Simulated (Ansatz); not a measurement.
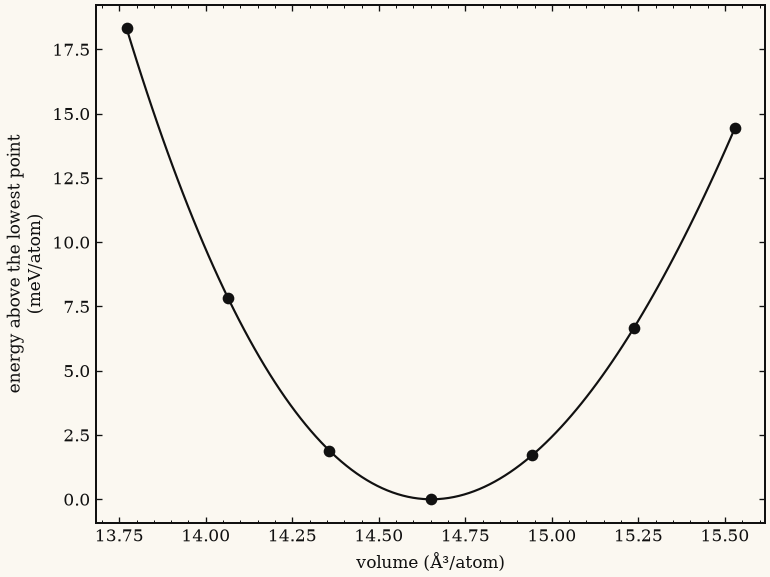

The figure shows the energy above the lowest point against volume.

Method: equation of state of a cubic crystal from periodic Kohn-Sham density functional theory without spin, third-order Birch-Murnaghan fit to the free energies; pressure corrected for the finite basis (Ansatz 0.2.0 development build). Level: PBE.

For which of these solids was it computed?
A. Cs, Fd-3m (No. 227)
B. Na, Fd-3m (No. 227)
C. Cd₂O₃, Pn-3m (No. 224)
D. CeO₂, Fm-3m (No. 225)

C, Cd₂O₃: energy above the lowest point from 0.0 meV/atom to 18.3 meV/atom, V0 14.65 Å³/atom, B0 98.5 GPa. The others give: Na, energy above the lowest point from 0.00 meV/atom to 2.05 meV/atom, V0 54.53 Å³/atom, B0 2.88 GPa; CeO₂, energy above the lowest point from 0.0 meV/atom to 29.7 meV/atom, V0 13.6 Å³/atom, B0 173 GPa; Cs, energy above the lowest point from 0.00 meV/atom to 1.51 meV/atom, V0 188.7 Å³/atom, B0 0.679 GPa.

For Cd₂O₃, limits of the calculation: cubic model structure, not the ambient form; modest k-mesh, values are not fully converged in k; no spin polarisation, a magnetic state may lie lower.

For Cs, limits of the calculation: cubic model structure, not the ambient form.

For Na, limits of the calculation: cubic model structure, not the ambient form.
